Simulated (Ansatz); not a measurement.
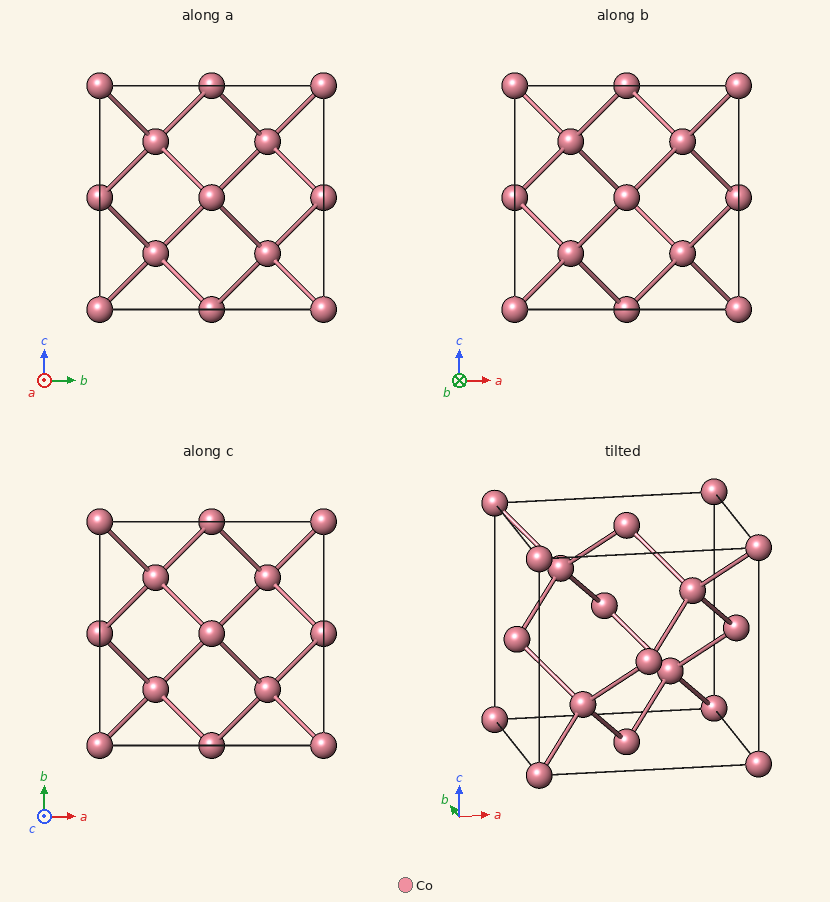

Shown here is a ball-and-stick view of the crystal, taken along the a axis, along the b axis, along the c axis and slightly off an axis. The conventional unit cell is outlined; an atom on or near a face, edge or corner is repeated at each equivalent position.

Lattice parameters: a = 5.1391 Å, b = 5.1391 Å, c = 5.1391 Å, α = 90.000°, β = 90.000°, γ = 90.000°.

Question: Transcribe the picture into a CIF in P1 with every atom of the cell.

Answer:
```cif
data_structure
_symmetry_space_group_name_H-M 'P 1'
_symmetry_Int_Tables_number 1
_cell_length_a 5.1391
_cell_length_b 5.1391
_cell_length_c 5.1391
_cell_angle_alpha 90.000
_cell_angle_beta 90.000
_cell_angle_gamma 90.000
_cell_volume 135.72
loop_
_atom_site_label
_atom_site_type_symbol
_atom_site_fract_x
_atom_site_fract_y
_atom_site_fract_z
_atom_site_occupancy
Co1 Co 0.7500 0.7500 0.2500 1
Co2 Co 0.0000 0.5000 0.5000 1
Co3 Co 0.7500 0.2500 0.7500 1
Co4 Co 0.0000 0.0000 0.0000 1
Co5 Co 0.2500 0.7500 0.7500 1
Co6 Co 0.5000 0.5000 0.0000 1
Co7 Co 0.2500 0.2500 0.2500 1
Co8 Co 0.5000 0.0000 0.5000 1
```

The initial geometry was a structure type filled with this element by a generator (whether the element takes this form wasn't checked). Earlier steps of the study may have refined or changed the cell and positions. A calculation with Ansatz used it as input.
